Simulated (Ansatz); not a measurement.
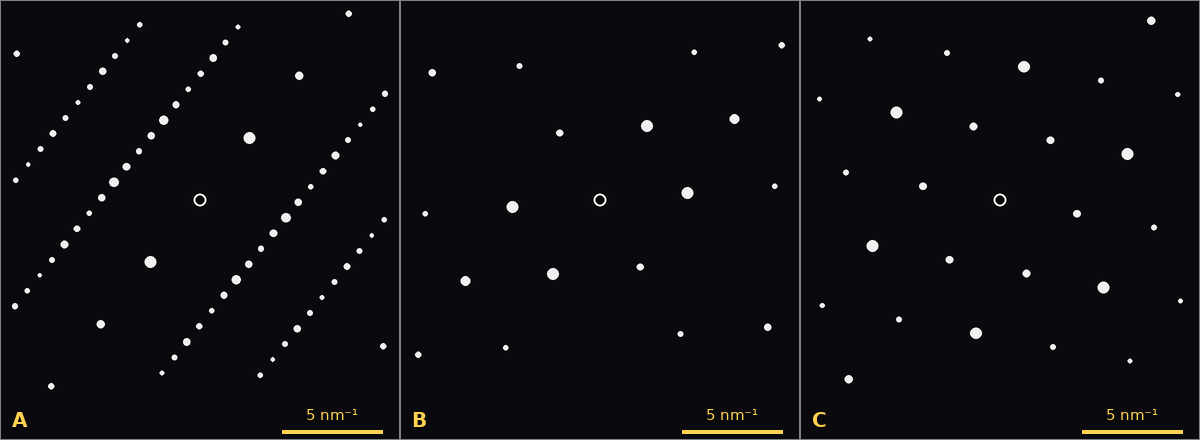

Kinematic zone-axis patterns, calculated for 300 keV electrons with B = 0.5 Å².

All three come from Ta, space group P6_3/mmc (No. 194), a = 2.954 Å, c = 10.075 Å (hexagonal axes). Structure: the input geometry of an electronic-structure calculation (not necessarily at equilibrium); the starting structure was generated, so it need not be a known form of this composition.

> Assign the zone axes [001], [100], [201] to A, B and C.

A is [100]: rectangular net of 0 0 1 (itself extinct) at d = 10.07 Å and 0 1 0 at d = 2.56 Å, at 90.0°. B is [201]: centred rectangular net of 0 1 0 at d = 2.56 Å and 1 0 -2 at d = 2.28 Å, at 63.5°. C is [001]: hexagonal net of 1 -1 0 at d = 2.56 Å and 1 0 0 at d = 2.56 Å, at 60.0°.
